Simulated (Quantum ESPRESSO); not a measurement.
Run report: Nd, density-of-states run

The run: density-of-states run of Nd (Fm-3m, 1 atom in the cell). Method and program: Kohn-Sham DFT of a periodic cell, PW86PBE with D3(BJ) two-body, JTH 2.0 PBE (Quantum ESPRESSO 7.5).

The structure derives from a Materials Project entry.

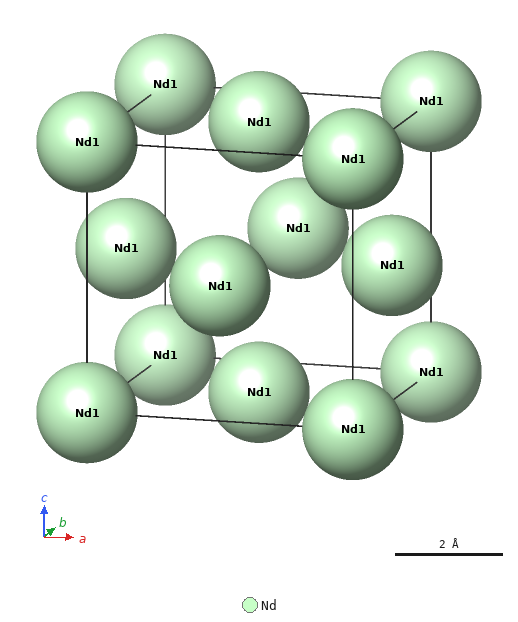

Fig. 1: The structure (spheres-only view of the cell 4 times as large as that of the calculation, set on its symmetry axes, seen slightly off an axis; atoms are numbered from 1 in the order of the input).

### Input
```
&CONTROL
  calculation = 'scf'
  prefix = 'pwscf'
  outdir = './tmp'
  pseudo_dir = './pseudo'
  tprnfor = .true.
  tstress = .true.
  disk_io = 'low'
/
&SYSTEM
  space_group = 225
  A = 5.2098409
  nat = 1
  ntyp = 1
  ecutwfc = 50
  ecutrho = 300
  nbnd = 16
  input_dft = 'pw86pbe'
  occupations = 'smearing'
  smearing = 'gaussian'
  degauss = 0.00367493
  nspin = 2
  starting_magnetization(1) = 0.2143
  vdw_corr = 'grimme-d3'
  dftd3_version = 4
  dftd3_threebody = .false.
  tot_charge = -1
/
&ELECTRONS
  conv_thr = 2d-10
  electron_maxstep = 120
  mixing_beta = 0.3
/
ATOMIC_SPECIES
Nd   144.2420 Nd.GGA_PBE-JTH.UPF
ATOMIC_POSITIONS crystal_sg
Nd     0.0000000000    0.0000000000    0.0000000000
K_POINTS automatic
11 11 11 0 0 0
```

### File nscf.in
```
&CONTROL
  calculation = 'nscf'
  prefix = 'pwscf'
  outdir = './tmp'
  pseudo_dir = './pseudo'
  disk_io = 'low'
/
&SYSTEM
  space_group = 225
  A = 5.2098409
  nat = 1
  ntyp = 1
  ecutwfc = 50
  ecutrho = 300
  nbnd = 16
  input_dft = 'pw86pbe'
  occupations = 'tetrahedra_opt'
  nspin = 2
  starting_magnetization(1) = 0.2143
  vdw_corr = 'grimme-d3'
  dftd3_version = 4
  dftd3_threebody = .false.
  tot_charge = -1
/
&ELECTRONS
  conv_thr = 1d-08
  electron_maxstep = 120
  mixing_beta = 0.3
/
ATOMIC_SPECIES
Nd   144.2420 Nd.GGA_PBE-JTH.UPF
ATOMIC_POSITIONS crystal_sg
Nd     0.0000000000    0.0000000000    0.0000000000
K_POINTS automatic
17 17 17 0 0 0
```

Launched with:
```bash
OMP_NUM_THREADS=1 pw.x -in pw.in > pw.out
OMP_NUM_THREADS=1 pw.x -in nscf.in > nscf.out
```

### What the program printed
```
This program is part of the open-source Quantum ESPRESSO suite
     for quantum simulation of materials; please cite
         "P. Giannozzi et al., J. Phys.:Condens. Matter 21 395502 (2009);
         "P. Giannozzi et al., J. Phys.:Condens. Matter 29 465901 (2017);
         "P. Giannozzi et al., J. Chem. Phys. 152 154105 (2020);
          URL
     in publications or presentations arising from this work. More details at

     file Nd.GGA_PBE-JTH.UPF: wavefunction(s)  6S 5P 0P 5D 0D 4F 0F renormalized

     IMPORTANT: XC functional enforced from input :
     Exchange-correlation= PW86PBE
                           (   1   4  21   4   0   0   0)
     Any further DFT definition will be discarded
     Please, verify this is what you really want

     G-vector sticks info
     --------------------
     sticks:   dense  smooth     PW     G-vecs:    dense   smooth      PW
     Sum        1003     673    211                20875    11527    1989

     Using Slab Decomposition

     bravais-lattice index     =            2
     lattice parameter (alat)  =       9.8452  a.u.
     unit-cell volume          =     238.5668 (a.u.)^3
     number of atoms/cell      =            1
     number of atomic types    =            1
     number of electrons       =        15.00
     number of Kohn-Sham states=           16
     kinetic-energy cutoff     =      50.0000  Ry
     charge density cutoff     =     300.0000  Ry
     scf convergence threshold =      2.0E-10
     mixing beta               =       0.3000
     number of iterations used =            8  plain     mixing
     Exchange-correlation= PW86PBE
                           (   1   4  21   4   0   0   0)

     celldm(1)=   9.845172  celldm(2)=   0.000000  celldm(3)=   0.000000
     celldm(4)=   0.000000  celldm(5)=   0.000000  celldm(6)=   0.000000

     crystal axes: (cart. coord. in units of alat)
               a(1) = (  -0.500000   0.000000   0.500000 )
               a(2) = (   0.000000   0.500000   0.500000 )
               a(3) = (  -0.500000   0.500000   0.000000 )

     reciprocal axes: (cart. coord. in units 2 pi/alat)
               b(1) = ( -1.000000 -1.000000  1.000000 )
               b(2) = (  1.000000  1.000000  1.000000 )
               b(3) = ( -1.000000  1.000000 -1.000000 )

     PseudoPot. # 1 for Nd read from file:
     Nd.GGA_PBE-JTH.UPF
     Pseudo is Projector augmented-wave + core cor, Zval = 14.0
     Generated using ATOMPAW code
     Shape of augmentation charge: SINC**2
     Using radial grid of 1105 points,  8 beta functions with:
                l(1) =   0
                l(2) =   0
                l(3) =   1
                l(4) =   1
                l(5) =   2
                l(6) =   2
                l(7) =   3
                l(8) =   3
     Q(r) pseudized with 0 coefficients

     atomic species   valence    mass     pseudopotential
     Nd               14.00   144.24200     Nd( 1.00)

     Starting magnetic structure
     atomic species   magnetization
     Nd              0.214

     48 Sym. Ops., with inversion, found

   Cartesian axes

     site n.     atom                  positions (alat units)
         1        Nd     tau(   1) = (   0.0000000   0.0000000   0.0000000  )

     --------------------------------------------
     DFT-D3 Dispersion Correction (no 3-body):
     --------------------------------------------
       Reference C6 values for interpolation:

         atom   Coordination number   C6
         Nd         0.000          7848.84
         Nd         2.946          1241.04

       Values used:

         atom   Coordination number  R0_AB[au]  C6      C8
         Nd        11.169            4.277   1241.04 294970.13

         Molecular C6 ( Ry / a.u.^6 ) =      1241.04

     number of k points=    56  Gaussian smearing, width (Ry)=  0.0037
                       cart. coord. in units 2pi/alat
        k(    1) = (   0.0000000   0.0000000   0.0000000), wk =   0.0007513
        k(    2) = (  -0.0909091   0.0909091  -0.0909091), wk =   0.0060105
        k(    3) = (  -0.1818182   0.1818182  -0.1818182), wk =   0.0060105
        k(    4) = (  -0.2727273   0.2727273  -0.2727273), wk =   0.0060105
        k(    5) = (  -0.3636364   0.3636364  -0.3636364), wk =   0.0060105
        k(    6) = (  -0.4545455   0.4545455  -0.4545455), wk =   0.0060105
        k(    7) = (   0.0000000   0.1818182   0.0000000), wk =   0.0045079
        k(    8) = (  -0.0909091   0.2727273  -0.0909091), wk =   0.0180316
        k(    9) = (  -0.1818182   0.3636364  -0.1818182), wk =   0.0180316
        k(   10) = (  -0.2727273   0.4545455  -0.2727273), wk =   0.0180316
        k(   11) = (  -0.3636364   0.5454545  -0.3636364), wk =   0.0180316
        k(   12) = (   0.5454545  -0.3636364   0.5454545), wk =   0.0180316
        k(   13) = (   0.4545455  -0.2727273   0.4545455), wk =   0.0180316
        k(   14) = (   0.3636364  -0.1818182   0.3636364), wk =   0.0180316
        k(   15) = (   0.2727273  -0.0909091   0.2727273), wk =   0.0180316
        k(   16) = (   0.1818182  -0.0000000   0.1818182), wk =   0.0090158
        k(   17) = (   0.0000000   0.3636364   0.0000000), wk =   0.0045079
        k(   18) = (  -0.0909091   0.4545455  -0.0909091), wk =   0.0180316
        k(   19) = (  -0.1818182   0.5454545  -0.1818182), wk =   0.0180316
        k(   20) = (  -0.2727273   0.6363636  -0.2727273), wk =   0.0180316
        k(   21) = (   0.6363636  -0.2727273   0.6363636), wk =   0.0180316
        k(   22) = (   0.5454545  -0.1818182   0.5454545), wk =   0.0180316
        k(   23) = (   0.4545455  -0.0909091   0.4545455), wk =   0.0180316
        k(   24) = (   0.3636364   0.0000000   0.3636364), wk =   0.0090158
        k(   25) = (   0.0000000   0.5454545   0.0000000), wk =   0.0045079
        k(   26) = (  -0.0909091   0.6363636  -0.0909091), wk =   0.0180316
        k(   27) = (  -0.1818182   0.7272727  -0.1818182), wk =   0.0180316
        k(   28) = (   0.7272727  -0.1818182   0.7272727), wk =   0.0180316
        k(   29) = (   0.6363636  -0.0909091   0.6363636), wk =   0.0180316
        k(   30) = (   0.5454545   0.0000000   0.5454545), wk =   0.0090158
        k(   31) = (   0.0000000   0.7272727   0.0000000), wk =   0.0045079
        k(   32) = (  -0.0909091   0.8181818  -0.0909091), wk =   0.0180316
        k(   33) = (   0.8181818  -0.0909091   0.8181818), wk =   0.0180316
        k(   34) = (   0.7272727   0.0000000   0.7272727), wk =   0.0090158
        k(   35) = (   0.0000000   0.9090909   0.0000000), wk =   0.0045079
        k(   36) = (   0.9090909  -0.0000000   0.9090909), wk =   0.0090158
        k(   37) = (  -0.1818182   0.3636364   0.0000000), wk =   0.0180316
        k(   38) = (  -0.2727273   0.4545455  -0.0909091), wk =   0.0360631
        k(   39) = (  -0.3636364   0.5454545  -0.1818182), wk =   0.0360631
        k(   40) = (   0.5454545  -0.3636364   0.7272727), wk =   0.0360631
        k(   41) = (  -0.1818182   0.5454545   0.0000000), wk =   0.0180316
        k(   42) = (  -0.2727273   0.6363636  -0.0909091), wk =   0.0360631
        k(   43) = (   0.6363636  -0.2727273   0.8181818), wk =   0.0360631
        k(   44) = (   0.5454545  -0.1818182   0.7272727), wk =   0.0360631
        k(   45) = (   0.4545455  -0.0909091   0.6363636), wk =   0.0360631
        k(   46) = (   0.3636364   0.0000000   0.5454545), wk =   0.0180316
        k(   47) = (  -0.1818182   0.7272727   0.0000000), wk =   0.0180316
        k(   48) = (   0.7272727  -0.1818182   0.9090909), wk =   0.0360631
        k(   49) = (   0.6363636  -0.0909091   0.8181818), wk =   0.0360631
        k(   50) = (   0.5454545   0.0000000   0.7272727), wk =   0.0180316
        k(   51) = (   0.8181818  -0.0909091   1.0000000), wk =   0.0180316
        k(   52) = (   0.7272727   0.0000000   0.9090909), wk =   0.0180316
        k(   53) = (   0.6363636  -0.2727273   1.0000000), wk =   0.0180316
        k(   54) = (   0.5454545  -0.1818182   0.9090909), wk =   0.0360631
        k(   55) = (   0.6363636  -0.0909091   1.0000000), wk =   0.0180316
        k(   56) = (   0.5454545   0.0000000   0.9090909), wk =   0.0180316

     Dense  grid:    20875 G-vectors     FFT dimensions: (  40,  40,  40)

     Smooth grid:    11527 G-vectors     FFT dimensions: (  32,  32,  32)

     Generating pointlists ...
     new r_m :   0.2917 (alat units)  2.8717 (a.u.) for type    1

     Initial potential from superposition of free atoms

     starting charge      13.9938, renormalised to      15.0000
     Starting wfcs are   32 randomized atomic wfcs

     Self-consistent Calculation

     iteration #  1     ecut=    50.00 Ry     beta= 0.30
     Davidson diagonalization with overlap
     ethr =  1.00E-02,  avg # of iterations =  2.3

     total energy              =    -535.67298636 Ry
     estimated scf accuracy    <       3.57063141 Ry

     total magnetization       =     1.23 Bohr mag/cell
     absolute magnetization    =     1.23 Bohr mag/cell

     iteration #  2     ecut=    50.00 Ry     beta= 0.30
     Davidson diagonalization with overlap
     ethr =  1.00E-02,  avg # of iterations =  2.1

     total energy              =    -537.01066182 Ry
     estimated scf accuracy    <       6.52142123 Ry

     total magnetization       =     7.00 Bohr mag/cell
     absolute magnetization    =     7.00 Bohr mag/cell

     iteration #  3     ecut=    50.00 Ry     beta= 0.30
     Davidson diagonalization with overlap
     ethr =  1.00E-02,  avg # of iterations =  1.5

     total energy              =    -537.26491370 Ry
     estimated scf accuracy    <       0.12545145 Ry

     total magnetization       =     4.73 Bohr mag/cell
     absolute magnetization    =     4.73 Bohr mag/cell

     iteration #  4     ecut=    50.00 Ry     beta= 0.30
     Davidson diagonalization with overlap
     ethr =  8.36E-04,  avg # of iterations =  4.3

     total energy              =    -537.17183665 Ry
     estimated scf accuracy    <       3.16363501 Ry

     total magnetization       =     0.93 Bohr mag/cell
     absolute magnetization    =     0.93 Bohr mag/cell

     iteration #  5     ecut=    50.00 Ry     beta= 0.30
     Davidson diagonalization with overlap
     ethr =  8.36E-04,  avg # of iterations =  2.9

     total energy              =    -537.44935145 Ry
     estimated scf accuracy    <       0.00291455 Ry

     total magnetization       =     3.80 Bohr mag/cell
     absolute magnetization    =     3.80 Bohr mag/cell

     iteration #  6     ecut=    50.00 Ry     beta= 0.30
     Davidson diagonalization with overlap
     ethr =  1.94E-05,  avg # of iterations =  4.3

     total energy              =    -537.46190955 Ry
     estimated scf accuracy    <       0.00097883 Ry

     total magnetization       =     3.85 Bohr mag/cell
     absolute magnetization    =     3.85 Bohr mag/cell

     iteration #  7     ecut=    50.00 Ry     beta= 0.30
     Davidson diagonalization with overlap
     ethr =  6.53E-06,  avg # of iterations =  5.5

     total energy              =    -537.54781763 Ry
     estimated scf accuracy    <       0.36012936 Ry

     total magnetization       =     2.81 Bohr mag/cell
     absolute magnetization    =     2.81 Bohr mag/cell

     iteration #  8     ecut=    50.00 Ry     beta= 0.30
     Davidson diagonalization with overlap
     ethr =  6.53E-06,  avg # of iterations =  4.6

     total energy              =    -537.37667043 Ry
     estimated scf accuracy    <       0.71120652 Ry

     total magnetization       =     2.45 Bohr mag/cell
     absolute magnetization    =     2.45 Bohr mag/cell

     iteration #  9     ecut=    50.00 Ry     beta= 0.30
     Davidson diagonalization with overlap
     ethr =  6.53E-06,  avg # of iterations =  6.2

     total energy              =    -537.47835587 Ry
     estimated scf accuracy    <       0.00520086 Ry

     total magnetization       =     3.98 Bohr mag/cell
     absolute magnetization    =     3.98 Bohr mag/cell

     iteration # 10     ecut=    50.00 Ry     beta= 0.30
     Davidson diagonalization with overlap
     ethr =  6.53E-06,  avg # of iterations =  1.6

     total energy              =    -537.48051246 Ry
     estimated scf accuracy    <       0.00072942 Ry

     total magnetization       =     3.87 Bohr mag/cell
     absolute magnetization    =     3.87 Bohr mag/cell

     iteration # 11     ecut=    50.00 Ry     beta= 0.30
     Davidson diagonalization with overlap
     ethr =  4.86E-06,  avg # of iterations =  1.2

     total energy              =    -537.48169441 Ry
     estimated scf accuracy    <       0.00099522 Ry

     total magnetization       =     3.83 Bohr mag/cell
     absolute magnetization    =     3.83 Bohr mag/cell

     iteration # 12     ecut=    50.00 Ry     beta= 0.30
     Davidson diagonalization with overlap
     ethr =  4.86E-06,  avg # of iterations =  1.7

     total energy              =    -537.48242557 Ry
     estimated scf accuracy    <       0.00016049 Ry

     total magnetization       =     3.89 Bohr mag/cell
     absolute magnetization    =     3.89 Bohr mag/cell

     iteration # 13     ecut=    50.00 Ry     beta= 0.30
     Davidson diagonalization with overlap
     ethr =  1.07E-06,  avg # of iterations =  2.6

     total energy              =    -537.48200053 Ry
     estimated scf accuracy    <       0.00020352 Ry

     total magnetization       =     3.87 Bohr mag/cell
     absolute magnetization    =     3.87 Bohr mag/cell

     iteration # 14     ecut=    50.00 Ry     beta= 0.30
     Davidson diagonalization with overlap
     ethr =  1.07E-06,  avg # of iterations =  2.2

     total energy              =    -537.48250249 Ry
     estimated scf accuracy    <       0.00007485 Ry

     total magnetization       =     3.87 Bohr mag/cell
     absolute magnetization    =     3.87 Bohr mag/cell

     iteration # 15     ecut=    50.00 Ry     beta= 0.30
     Davidson diagonalization with overlap
     ethr =  4.99E-07,  avg # of iterations =  2.1

     total energy              =    -537.48257061 Ry
     estimated scf accuracy    <       0.00001868 Ry

     total magnetization       =     3.86 Bohr mag/cell
     absolute magnetization    =     3.86 Bohr mag/cell

     iteration # 16     ecut=    50.00 Ry     beta= 0.30
     Davidson diagonalization with overlap
     ethr =  1.25E-07,  avg # of iterations =  1.3

     total energy              =    -537.48258065 Ry
     estimated scf accuracy    <       0.00000080 Ry

     total magnetization       =     3.86 Bohr mag/cell
     absolute magnetization    =     3.86 Bohr mag/cell

     iteration # 17     ecut=    50.00 Ry     beta= 0.30
     Davidson diagonalization with overlap
     ethr =  5.33E-09,  avg # of iterations =  2.6

     total energy              =    -537.48258079 Ry
     estimated scf accuracy    <       0.00000138 Ry

     total magnetization       =     3.86 Bohr mag/cell
     absolute magnetization    =     3.86 Bohr mag/cell

     iteration # 18     ecut=    50.00 Ry     beta= 0.30
     Davidson diagonalization with overlap
     ethr =  5.33E-09,  avg # of iterations =  1.4

     total energy              =    -537.48258120 Ry
     estimated scf accuracy    <       0.00000006 Ry

     total magnetization       =     3.86 Bohr mag/cell
     absolute magnetization    =     3.86 Bohr mag/cell

     iteration # 19     ecut=    50.00 Ry     beta= 0.30
     Davidson diagonalization with overlap
     ethr =  3.99E-10,  avg # of iterations =  2.3

     total energy              =    -537.48258127 Ry
     estimated scf accuracy    <       0.00000001 Ry

     total magnetization       =     3.86 Bohr mag/cell
     absolute magnetization    =     3.86 Bohr mag/cell

     iteration # 20     ecut=    50.00 Ry     beta= 0.30
     Davidson diagonalization with overlap
     ethr =  6.71E-11,  avg # of iterations =  2.3

     total energy              =    -537.48258131 Ry
     estimated scf accuracy    <       0.00000001 Ry

     total magnetization       =     3.86 Bohr mag/cell
     absolute magnetization    =     3.86 Bohr mag/cell

     iteration # 21     ecut=    50.00 Ry     beta= 0.30
     Davidson diagonalization with overlap
     ethr =  6.71E-11,  avg # of iterations =  2.0

     total energy              =    -537.48258131 Ry
     estimated scf accuracy    <          1.7E-09 Ry

     total magnetization       =     3.86 Bohr mag/cell
     absolute magnetization    =     3.86 Bohr mag/cell

     iteration # 22     ecut=    50.00 Ry     beta= 0.30
     Davidson diagonalization with overlap
     ethr =  1.11E-11,  avg # of iterations =  2.0

     Magnetic moment per site  (integrated on atomic sphere of radius R)
     atom   1 (R=0.292)  charge= 13.1463  magn=  3.6095

     End of self-consistent calculation

     Number of k-points >= 100: set verbosity='high' to print the bands.

     the Fermi energy is    11.7520 ev

!    total energy              =    -537.48258131 Ry
     total all-electron energy =      -537.482581 Ry
     estimated scf accuracy    <          1.4E-10 Ry
     smearing contrib. (-TS)   =      -0.00026807 Ry
     internal energy E=F+TS    =    -537.48231323 Ry

     The total energy is F=E-TS. E is the sum of the following terms:
     one-electron contribution =     -25.16227924 Ry
     hartree contribution      =      23.54035189 Ry
     xc contribution           =     -14.68121968 Ry
     ewald contribution        =     -91.27650843 Ry
     DFT-D3 Dispersion         =      -0.03144437 Ry
     one-center paw contrib.   =    -429.87121340 Ry

     total magnetization       =     3.86 Bohr mag/cell
     absolute magnetization    =     3.86 Bohr mag/cell

     convergence has been achieved in  22 iterations

     Forces acting on atoms (cartesian axes, Ry/au):

     atom    1 type  1   force =     0.00000000    0.00000000    0.00000000

     Total force =     0.000000     Total SCF correction =     0.000000

     Computing stress (Cartesian axis) and pressure

          total   stress  (Ry/bohr**3)                   (kbar)     P=      597.51
   0.00406179   0.00000000   0.00000000          597.51        0.00        0.00
   0.00000000   0.00406179   0.00000000            0.00      597.51        0.00
   0.00000000  -0.00000000   0.00406179            0.00       -0.00      597.51

=------------------------------------------------------------------------------=
   JOB DONE.
=------------------------------------------------------------------------------=
```

### What the run reported

```tsv
quantity	value
outcome	refused by the program
space group (tolerance 0.01 Å)	Fm-3m (225)
electrons treated	15
free energy	−7312.8231 eV
Fermi energy	11.752 eV
gap on the k-point mesh	none (metallic)
net moment of the cell	3.86 μB
integrated absolute moment	3.86 μB
pressure	59.75 GPa
largest force (length of the vector)	under 0.001 eV/Å
hardware	1 thread of Arm Neoverse N1, 24 GiB of memory available, shared host
```

### What went wrong

Settings chosen away from the usual ones: tot_charge set to -1.0; k set to [11, 11, 11] (from [9, 9, 9]). The program refused the input: “cdiaghg (64): S matrix not positive definite”
